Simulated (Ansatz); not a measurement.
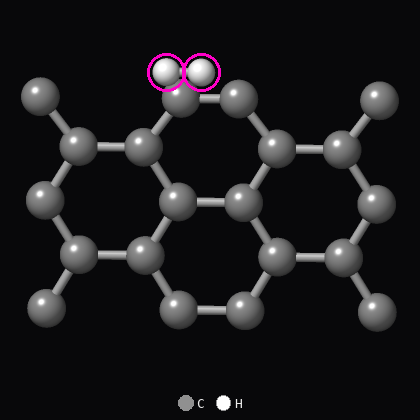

Two computed energy maps of cells of C. The picture above is the structure of the first map at its lowest point; rings mark the moved atoms.

Map 1

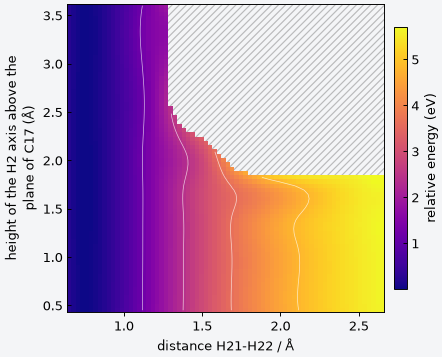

H₂ on a C(111) slab cut from the P6/mmm phase, its upper half relaxed before the scan (20 atoms of substrate and one adsorbate in a 2 × 1 cell). H2 lies flat over one site of a rigid substrate while its bond length and height are varied; it sits over a hollow site, heights counted from the top plane, its axis along the first surface vector. Coordinates scanned: (1) distance H21-H22; (2) height of the H2 axis above the plane of C17. The scan uses an 8 × 9 grid. At 15 points there is no value (left out: too close to the surface, or the stretched molecule far from it). Points are written as (first, second). Energies are in eV, from the lowest grid point. Method: DFT PBE, scalar-relativistic, plane waves, PAW (Ansatz 0.2.0). Settings: cutoff 420 eV, k-mesh 4×3×1, gaussian smearing 0.1 eV, no spin polarisation.

Drawn: a smooth colour map with a few white contour lines, hatched blanks where no value was computed. Between grid points the surface is interpolated.

Map 2

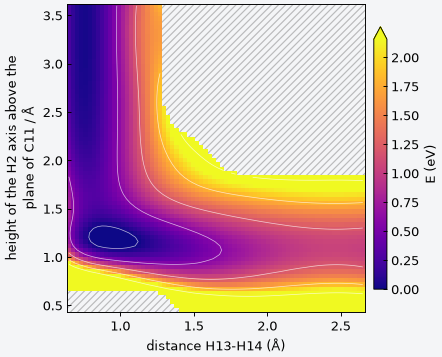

H₂ on a C(100) slab cut from the P6/mmm phase, its upper half relaxed before the scan (12 atoms of substrate and one adsorbate in a 2 × 1 cell). H2 lies flat over one site of a rigid substrate while its bond length and height are varied; it sits over a top site over C11, heights counted from the top plane, its axis along the first surface vector. Coordinates scanned: (1) distance H13-H14; (2) height of the H2 axis above the plane of C11. The scan uses an 8 × 9 grid. At 19 points there is no value (left out: too close to the surface, or the stretched molecule far from it). Points are written as (first, second). Energies: eV, counted from the lowest grid point. Level of theory: Ansatz, DFT PBE, scalar-relativistic, plane waves, PAW. Settings: cutoff 420 eV, k-mesh 6×3×1, gaussian smearing 0.1 eV, no spin polarisation.

In the figure: a smooth colour map with a few white contour lines, one colour for all values above the top of the scale, hatched blanks where no value was computed. Between grid points the surface is interpolated.

### What does each map show?

Map 1: The lowest grid point is at (0.750 Å, 1.73 Å). The highest grid point, (2.650 Å, 1.73 Å), lies 5.71 eV above the lowest.
Map 2: The lowest grid point is at (0.919 Å, 1.09 Å). The bottom of the well lies between grid points, at about (0.880 Å, 1.20 Å), about 0.14 eV lower on the interpolated surface. The highest grid point, (1.495 Å, 0.45 Å), lies 6.13 eV above the lowest. On the interpolated surface the lowest path from the intact molecule far from the surface, (0.750 Å, 3.60 Å), to the stretched end of the scan, (2.650 Å, 1.09 Å), has its top at about (2.49 Å, 1.09 Å), about 1 eV above the start and 0.03 eV above the end.

PAW datasets: the set soft_1.
